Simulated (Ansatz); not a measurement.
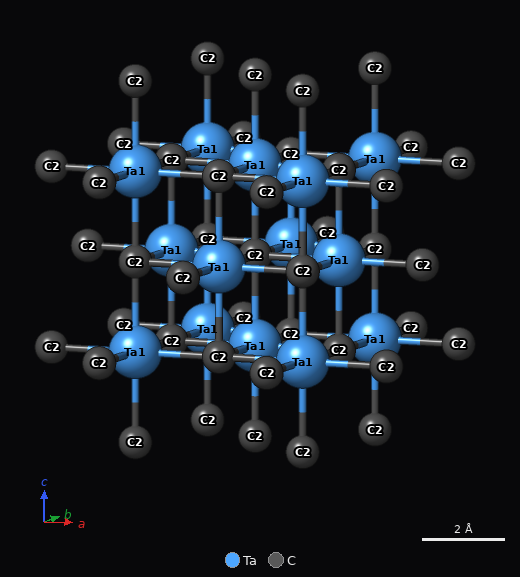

The starting point is a symmetric starting cell of TaC. A ball-and-stick model of the conventional cell (4 times the calculation's cell), seen slightly off an axis. Lengths and directions refer to the drawn axes.

Level of theory: Ansatz 0.2.0, DFT PBE, scalar-relativistic, plane waves, PAW. (plane-wave cutoff 420 eV; k-point mesh 16 × 16 × 16; occupations gaussian; smearing width 0.1 eV; no spin polarisation)

Change: All lengths are scaled by +4.0 % (volume +12.5 %), the atoms keeping their fractional coordinates. No relaxation follows. The starting cell wasn't computed here and needn't be at equilibrium, so pressure and forces aren't due to the change alone.

Predict the response.

Some distances before and after: C–Ta 2.227 → 2.317 Å. The space group stays Fm-3m (No. 225). The pressure is −27.0 GPa (not all of it need come from the change, since the unchanged cell can be under pressure at this level too). All forces vanish by symmetry.

Drawn alike, the variant:

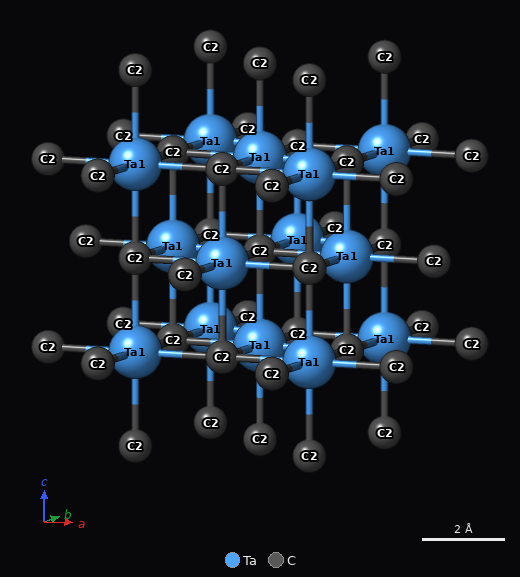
